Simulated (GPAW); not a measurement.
# black phosphorene monolayer: work function by functional and basis, part 2 of 2

Wanted: work functions and dipole of black phosphorene monolayer, with the cost of each level. Where a layer proves gapped, the work function hangs on where the smearing puts the Fermi level, and the band edges take its place.

GPAW 26.7.0; GPAW, PAW setups; layer in a repeated cell with vacuum, relaxation of atoms and in-plane cell (the session's first sound run).

So far, upper work function (eV): step 3 (plane waves, PBE) 4.58; step 4 (LDA) 4.80.

### 5. Self-consistent run: xc = "RPBE"

Level of this step: GPAW, PAW setups; slab in vacuum (GPAW).

The same geometry under RPBE, to see how far the functional moves the levels against the vacuum.

Contents of run.py:

```python
import json
import numpy as np
from ase import Atoms
from gpaw import GPAW, PW

slab = Atoms(
    ['P', 'P', 'P', 'P'],
    positions=[
        [0.40951, -0.00000, 8.00020],
        [1.90352, 1.65303, 8.00000],
        [4.21326, -0.00000, 10.11053],
        [2.71925, 1.65303, 10.11073]],
    cell=[[4.62277, 0.0, 0.0], [-0.0, 3.30606, 0.0], [0.0, 0.0, 18.1107]],
    pbc=[True, True, False])

slab.calc = GPAW(mode=PW(400), xc='RPBE', kpts={'size': (6, 8, 1), 'gamma': True},
                 occupations={'name': 'fermi-dirac', 'width': 0.05}, nbands='160%',
                 convergence={'density': 1e-05}, maxiter=200,
                 poissonsolver={'dipolelayer': 'xy'},
                 symmetry={'tolerance': 1e-3}, txt='slab.txt')
result = {}
energy = slab.get_potential_energy()
fermi = slab.calc.get_fermi_level()
v = slab.calc.get_electrostatic_potential().mean((0, 1)) - fermi
n = slab.calc.get_pseudo_density().mean((0, 1))
L = slab.cell[2, 2]
z = np.arange(len(v)) * L / len(v)
low, high = slab.positions[:, 2].min(), slab.positions[:, 2].max()
below, above = np.interp([low - 5.8, high + 5.8], z, v)
slopes = [np.interp(x, z, np.gradient(v, z)) for x in (low - 5.8, high + 5.8)]
eps = np.array([[slab.calc.get_eigenvalues(k, s) for k in range(len(slab.calc.get_ibz_k_points()))]
                for s in range(slab.calc.get_number_of_spins())]) - fermi
top, bottom = eps[eps < 0].max(), eps[eps > 0].min()
dipole = slab.get_dipole_moment()[2]
print(f'energy {energy:.4f} eV, Fermi level {fermi:.4f} eV, dipole {dipole:.5f} e A')
print(f'potential 5.8 A off the faces, from the Fermi level: lower {below:.4f} eV, upper {above:.4f} eV')
print(f'slope of the potential there: lower {slopes[0]:.5f}, upper {slopes[1]:.5f} eV/A')
print(f'nearest levels on the mesh: {top:.4f} and {bottom:.4f} eV')
print('magnetic moment', round(slab.get_magnetic_moment(), 3))
result.update(energy=energy, fermi=fermi, dipole=dipole, below=below, above=above, slopes=slopes, edges=[top, bottom],
              z=z.tolist(), v=v.tolist(), n=n.tolist(), positions=slab.positions.tolist(),
              forces=slab.get_forces(apply_constraint=False).tolist(), moments=slab.get_magnetic_moments().tolist())
json.dump(result, open('result.json', 'w'))
```

The run is started by

```sh
$ OMP_NUM_THREADS=1 OPENBLAS_NUM_THREADS=1 python run.py
```

What it wrote:

```text
energy -20.1036 eV, Fermi level -1.4438 eV, dipole 0.00035 e A
potential 5.8 A off the faces, from the Fermi level: lower 4.5039 eV, upper 4.5000 eV
slope of the potential there: lower 0.00006, upper -0.00006 eV/A
nearest levels on the mesh: -0.4805 and 0.4584 eV
magnetic moment 0.0
```

Elapsed: 22 s, on 1 thread of Arm Neoverse V2, shared host; peak memory 0.21 GiB.

This step gave:

```yaml
dipole_along_the_normal: 3.50e-4 e·Å
levels_nearest_the_fermi_level_on_the_mesh: -0.4805, 0.4584 eV from the Fermi level
upper_work_function: 4.500 eV
lower_work_function: 4.504 eV
upper_ionisation_energy: 4.981 eV
```

Electrostatic potential energy of an electron (without an applied field's), less the Fermi level, planar mean against z:

```
z (Å)  electrostatic potential energy of an electron (without an applied field's), less the Fermi level, planar mean (eV)
    0                                                                                                                4.50
    1                                                                                                                4.50
    2                                                                                                                4.50
    3                                                                                                                4.50
    4                                                                                                                4.50
    5                                                                                                                4.50
    6                                                                                                                4.35
    7                                                                                                                1.57
    8                                                                                                               -19.6
    9                                                                                                              -0.882
   10                                                                                                               -18.7
   11                                                                                                               0.458
   12                                                                                                                4.29
   13                                                                                                                4.49
   14                                                                                                                4.50
   15                                                                                                                4.50
   16                                                                                                                4.50
   17                                                                                                                4.50
   18                                                                                                                4.50
```

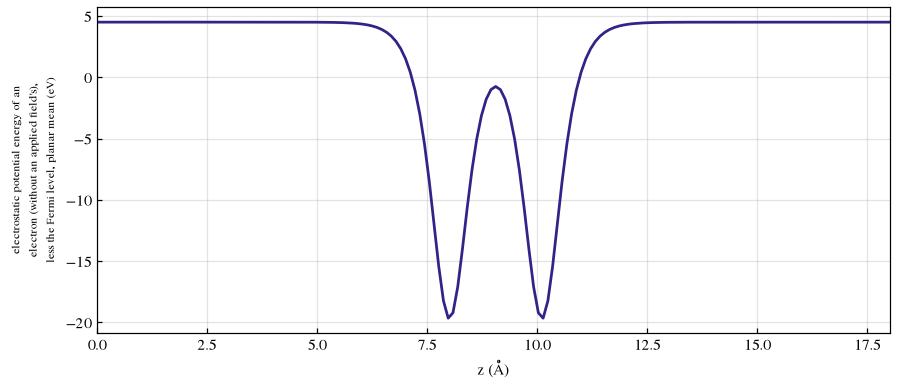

Electrostatic potential energy of an electron (without an applied field's), less the Fermi level, planar mean against z.

The highest filled level lies 0.481 eV under the Fermi level, so the ionisation energy from the upper face is 4.500 + 0.481 = 4.981 eV, against 5.047 eV in the base run.

### 6. Self-consistent run: xc = "vdW-DF2"

The same geometry under vdW-DF2, to see how far the functional moves the levels against the vacuum (the van der Waals functionals take revPBE setups).

run.py, as its differences from that of step 5:

```diff
@@ -15,3 +15,3 @@
 
-slab.calc = GPAW(mode=PW(400), xc='RPBE', kpts={'size': (6, 8, 1), 'gamma': True},
+slab.calc = GPAW(mode=PW(400), xc='vdW-DF2', kpts={'size': (6, 8, 1), 'gamma': True},
                  occupations={'name': 'fermi-dirac', 'width': 0.05}, nbands='160%',
```

What it wrote:

```text
energy -122.6706 eV, Fermi level -1.7697 eV, dipole 0.00035 e A
potential 5.8 A off the faces, from the Fermi level: lower 4.9025 eV, upper 4.8987 eV
slope of the potential there: lower 0.00004, upper -0.00004 eV/A
nearest levels on the mesh: -0.4800 and 0.4594 eV
magnetic moment 0.0
```

It took 29 s on 1 thread; peak memory 0.37 GiB.

This step gave:

| Property | Result |
| --- | --- |
| dipole along the normal | 3.51e-4 e·Å |
| levels nearest the Fermi level on the mesh | -0.4800, 0.4594 eV from the Fermi level |
| upper work function | 4.899 eV |
| lower work function | 4.903 eV |
| upper ionisation energy | 5.379 eV |

The highest filled level lies 0.480 eV under the Fermi level, so the ionisation energy from the upper face is 4.899 + 0.480 = 5.379 eV, against 5.047 eV in the base run.

### 7. OptPBE vdW: xc = "optPBE-vdW"

The same geometry under optPBE-vdW, to see how far the functional moves the levels against the vacuum (the van der Waals functionals take revPBE setups).

run.py, as its differences from that of step 6:

```diff
@@ -15,3 +15,3 @@
 
-slab.calc = GPAW(mode=PW(400), xc='vdW-DF2', kpts={'size': (6, 8, 1), 'gamma': True},
+slab.calc = GPAW(mode=PW(400), xc='optPBE-vdW', kpts={'size': (6, 8, 1), 'gamma': True},
                  occupations={'name': 'fermi-dirac', 'width': 0.05}, nbands='160%',
```

What it wrote:

```text
energy -42.6112 eV, Fermi level -1.6773 eV, dipole 0.00035 e A
potential 5.8 A off the faces, from the Fermi level: lower 4.7835 eV, upper 4.7796 eV
slope of the potential there: lower 0.00005, upper -0.00005 eV/A
nearest levels on the mesh: -0.4641 and 0.4418 eV
magnetic moment 0.0
```

It took 29 s on 1 thread; peak memory 0.37 GiB.

This step gave:

| Property | Result |
| --- | --- |
| levels nearest the Fermi level on the mesh | -0.4641, 0.4418 eV from the Fermi level |
| upper work function | 4.780 eV |
| lower work function | 4.783 eV |
| upper ionisation energy | 5.244 eV |

Electrostatic potential energy of an electron (without an applied field's), less the Fermi level, planar mean against z:

```
z (Å)  electrostatic potential energy of an electron (without an applied field's), less the Fermi level, planar mean (eV)
    0                                                                                                                4.78
    1                                                                                                                4.78
    2                                                                                                                4.78
    3                                                                                                                4.78
    4                                                                                                                4.78
    5                                                                                                                4.77
    6                                                                                                                4.61
    7                                                                                                                1.73
    8                                                                                                               -19.4
    9                                                                                                              -0.845
   10                                                                                                               -18.6
   11                                                                                                               0.606
   12                                                                                                                4.54
   13                                                                                                                4.77
   14                                                                                                                4.78
   15                                                                                                                4.78
   16                                                                                                                4.78
   17                                                                                                                4.78
   18                                                                                                                4.78
```

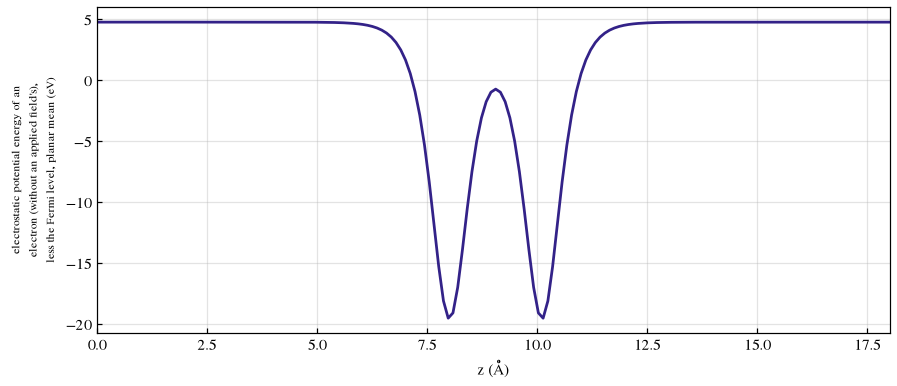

Electrostatic potential energy of an electron (without an applied field's), less the Fermi level, planar mean, plotted against z.

The highest filled level lies 0.464 eV under the Fermi level, so the ionisation energy from the upper face is 4.780 + 0.464 = 5.244 eV, against 5.047 eV in the base run.

### 8. Self-consistent run: xc = "revPBE"

The same geometry under revPBE, to see how far the functional moves the levels against the vacuum.

run.py, as its differences from that of step 7:

```diff
@@ -15,3 +15,3 @@
 
-slab.calc = GPAW(mode=PW(400), xc='optPBE-vdW', kpts={'size': (6, 8, 1), 'gamma': True},
+slab.calc = GPAW(mode=PW(400), xc='revPBE', kpts={'size': (6, 8, 1), 'gamma': True},
                  occupations={'name': 'fermi-dirac', 'width': 0.05}, nbands='160%',
```

What it wrote:

```text
energy -20.2429 eV, Fermi level -1.4466 eV, dipole 0.00035 e A
potential 5.8 A off the faces, from the Fermi level: lower 4.5001 eV, upper 4.4963 eV
slope of the potential there: lower 0.00006, upper -0.00006 eV/A
nearest levels on the mesh: -0.4805 and 0.4583 eV
magnetic moment 0.0
```

Wall time 22 s (1 thread); peak memory 0.21 GiB.

This step gave:

```yaml
dipole_along_the_normal: 3.50e-4 e·Å
levels_nearest_the_fermi_level_on_the_mesh: -0.4805, 0.4583 eV from the Fermi level
upper_work_function: 4.496 eV
lower_work_function: 4.500 eV
upper_ionisation_energy: 4.977 eV
```

The highest filled level lies 0.481 eV under the Fermi level, so the ionisation energy from the upper face is 4.496 + 0.481 = 4.977 eV, against 5.047 eV in the base run.

### 9. Real-space grid: mode = "fd"

A real-space grid is a second complete basis, so it checks the plane-wave result.

run.py, as its differences from that of step 8:

```diff
@@ -3,3 +3,3 @@
 from ase import Atoms
-from gpaw import GPAW, PW
+from gpaw import GPAW
 
@@ -15,3 +15,3 @@
 
-slab.calc = GPAW(mode=PW(400), xc='revPBE', kpts={'size': (6, 8, 1), 'gamma': True},
+slab.calc = GPAW(mode='fd', h=0.18, xc='PBE', kpts={'size': (6, 8, 1), 'gamma': True},
                  occupations={'name': 'fermi-dirac', 'width': 0.05}, nbands='160%',
```

What it wrote:

```text
energy -21.2836 eV, Fermi level -4.5870 eV, dipole 0.00033 e A
potential 5.8 A off the faces, from the Fermi level: lower 4.5890 eV, upper 4.5851 eV
slope of the potential there: lower -0.00001, upper 0.00001 eV/A
nearest levels on the mesh: -0.4624 and 0.4393 eV
magnetic moment 0.0
```

The job ended after 93 s (1 thread; peak memory 0.53 GiB).

Numbers from this step:

* dipole along the normal: 3.25e-4 e·Å
* levels nearest the Fermi level on the mesh: -0.4624, 0.4393 eV from the Fermi level
* upper work function: 4.585 eV
* lower work function: 4.589 eV
* upper ionisation energy: 5.048 eV

The highest filled level lies 0.462 eV under the Fermi level, so the ionisation energy from the upper face is 4.585 + 0.462 = 5.048 eV, against 5.047 eV in the base run.

### 10. Atomic orbitals: mode = "lcao"

Atom-centred orbitals end a few angstrom from the surface, which tests how much the density's tail matters.

run.py, as its differences from that of step 9:

```diff
@@ -15,4 +15,4 @@
 
-slab.calc = GPAW(mode='fd', h=0.18, xc='PBE', kpts={'size': (6, 8, 1), 'gamma': True},
-                 occupations={'name': 'fermi-dirac', 'width': 0.05}, nbands='160%',
+slab.calc = GPAW(mode='lcao', basis='dzp', h=0.18, xc='PBE', kpts={'size': (6, 8, 1), 'gamma': True},
+                 occupations={'name': 'fermi-dirac', 'width': 0.05}, nbands='120%',
                  convergence={'density': 1e-05}, maxiter=200,
```

What it wrote:

```text
energy -20.5776 eV, Fermi level -4.4036 eV, dipole 0.00033 e A
potential 5.8 A off the faces, from the Fermi level: lower 4.4055 eV, upper 4.4016 eV
slope of the potential there: lower -0.00000, upper -0.00000 eV/A
nearest levels on the mesh: -0.5231 and 0.5039 eV
magnetic moment 0.0
```

Elapsed: 32 s, on 1 thread; peak memory 0.27 GiB.

Numbers from this step:

* levels nearest the Fermi level on the mesh: -0.5231, 0.5039 eV from the Fermi level
* upper work function: 4.402 eV
* lower work function: 4.405 eV
* upper ionisation energy: 4.925 eV

The highest filled level lies 0.523 eV under the Fermi level, so the ionisation energy from the upper face is 4.402 + 0.523 = 4.925 eV, against 5.047 eV in the base run.

### 11. All levels side by side

Times are for 1 thread of Arm Neoverse V2, shared host. Results by setting:

```
no.         run  upper ionisation energy (eV)  time  memory (GiB)
  1          pw                         5.047  22 s          0.21
  2         LDA                         5.219  21 s           0.2
  3        RPBE                         4.981  22 s          0.21
  4     vdW DF2                         5.379  29 s          0.37
  5  optPBE vdW                         5.244  29 s          0.37
  6      revPBE                         4.977  22 s          0.21
  7          fd                         5.048  93 s          0.53
  8        lcao                         4.925  32 s          0.27
```

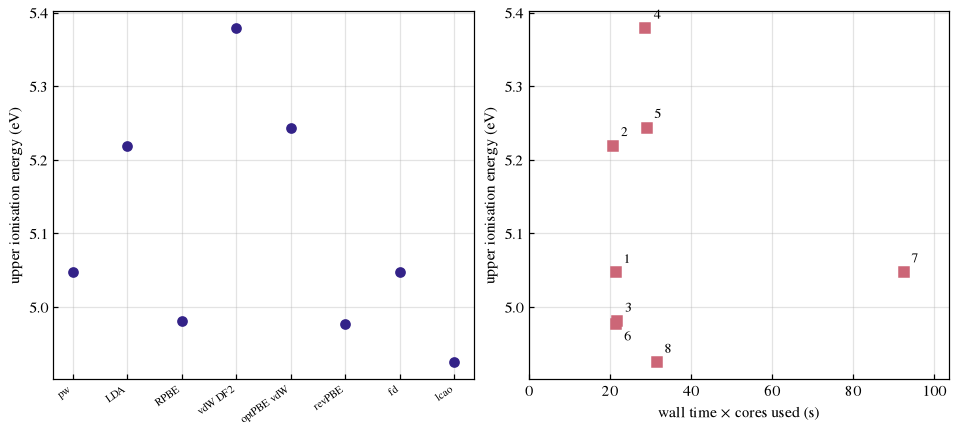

The series as plots; the last panel sets the first result against cost, with the runs numbered as in the table.

### 12. Side by side

Results and costs are gathered.

This step: comparison of work functions, dipole and cost (GPAW 26.7.0).

Ladder, by row:

```
      step  code  work function, upper (eV)  work function, lower (eV)  dipole (e Å)  wall time (s)  peak memory (GiB)  threads
        pw  GPAW                      4.584                      4.588       3.51e-4          21.52               0.21        1
       LDA  GPAW                      4.799                      4.802       3.52e-4          20.77                0.2        1
      RPBE  GPAW                        4.5                      4.504       3.50e-4          21.81               0.21        1
   vdW-DF2  GPAW                      4.899                      4.903       3.51e-4          28.79               0.37        1
optPBE-vdW  GPAW                       4.78                      4.783       3.51e-4          29.11               0.37        1
    revPBE  GPAW                      4.496                        4.5       3.50e-4          21.56               0.21        1
        fd  GPAW                      4.585                      4.589       3.25e-4          92.56               0.53        1
      lcao  GPAW                      4.402                      4.405       3.25e-4           31.6               0.27        1
```

### 13. A changed run

One more run, with changed settings.

This step: GPAW, PAW setups; slab in vacuum (GPAW 26.7.0).

run.py, as its differences from that of step 10:

```diff
@@ -3,3 +3,3 @@
 from ase import Atoms
-from gpaw import GPAW
+from gpaw import GPAW, PW
 
@@ -13,7 +13,7 @@
     cell=[[4.62277, 0.0, 0.0], [-0.0, 3.30606, 0.0], [0.0, 0.0, 18.1107]],
-    pbc=[True, True, False])
+    pbc=[True, True, True])
 
-slab.calc = GPAW(mode='lcao', basis='dzp', h=0.18, xc='PBE', kpts={'size': (6, 8, 1), 'gamma': True},
-                 occupations={'name': 'fermi-dirac', 'width': 0.05}, nbands='120%',
-                 convergence={'density': 1e-05}, maxiter=200,
+slab.calc = GPAW(mode=PW(400), xc='PBE', kpts={'size': (6, 8, 1), 'gamma': True},
+                 occupations={'name': 'fermi-dirac', 'width': 0.05}, nbands='160%',
+                 convergence={'density': 1e-05}, maxiter=50,
                  poissonsolver={'dipolelayer': 'xy'},
```

What it wrote:

```text
AssertionError
```

Wall time 0.77 s (1 thread); peak memory 0.13 GiB.

The input was rejected at the start.

The fault put into the input: a dipole layer in a cell that repeats along the normal (pbc_z = true).

### 14. What came out

```json
{"work function, both faces (Fermi level placed in the gap by the smearing)": "4.58 eV", "ionisation energy from the upper face (highest filled level on the mesh)": "5.05 eV", "electron affinity from the upper face (lowest empty Kohn-Sham level on the mesh)": "4.14 eV", "dipole along the normal": "3.5e-4 e Å"}
```

With plane waves and PBE the ionisation energy from the upper face is 5.05 eV and the Kohn-Sham electron affinity 4.14 eV. The levels nearest the Fermi level on the mesh lie 0.902 eV apart, so the slab is gapped there: the smearing puts the Fermi level inside the gap, and from either face the ionisation energy is the work function plus 0.46 eV. Both are Kohn-Sham levels on the mesh, and semilocal gaps are too small, so the affinity tends to come out too large and the ionisation energy too small. Work functions of a gapped slab move with the place of the Fermi level in the gap; over the runs without a planted fault the highest filled level on the mesh lies 4.92 (lcao) to 5.38 eV (vdW-DF2) under the upper vacuum level. The small printed dipole stands for a step of -4.2 meV from the lower to the upper face, and the probes find -3.8 meV; values this small are near the numerical noise of both. The layer's cell and atoms come from the relaxation; spin-orbit coupling and temperature are left out.

[Logs are printed without paths, hosts, clocks, repeated set-up lines and the standing remarks that a program may print on its own settings, such as how far it seeks lower states.]

[Hosts, paths, dates, database ids (printed as entryN), source tags and the programs' standing remarks are cut or masked in the printed files.]
